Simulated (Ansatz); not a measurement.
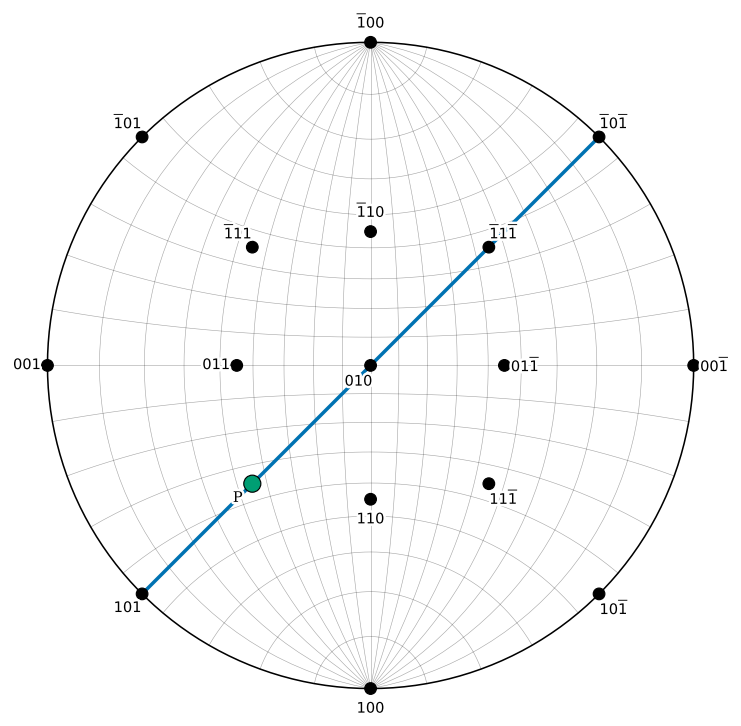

For C, the end point of a relaxation with Ansatz 0.2.0, DFT PBE, scalar-relativistic, plane waves, PAW; the starting structure was generated, so it need not be a known form of this composition: stereographic projection of plane normals (upper hemisphere) centred on (0 1 0). The drawing is computed from the coordinates (standard cell, symmetry found to 0.002 Å).

a = 1.776 Å, b = 1.776 Å, c = 1.776 Å, α = 90.00°, β = 90.00°, γ = 90.00°.

Question: Index the pole marked P.

Answer: P is (1 1 1), 54.7° from the centre.

Question: Which zone does the coloured great circle trace?

Answer: The zone [1 0 −1]: its poles satisfy h − l = 0.

Question: What is the angle between the normals of (0 1 0) and (−1 0 1), and what are their d_hkl = 1/|g|?

Answer: 90.0°; d = 1.776 Å and 1.256 Å.
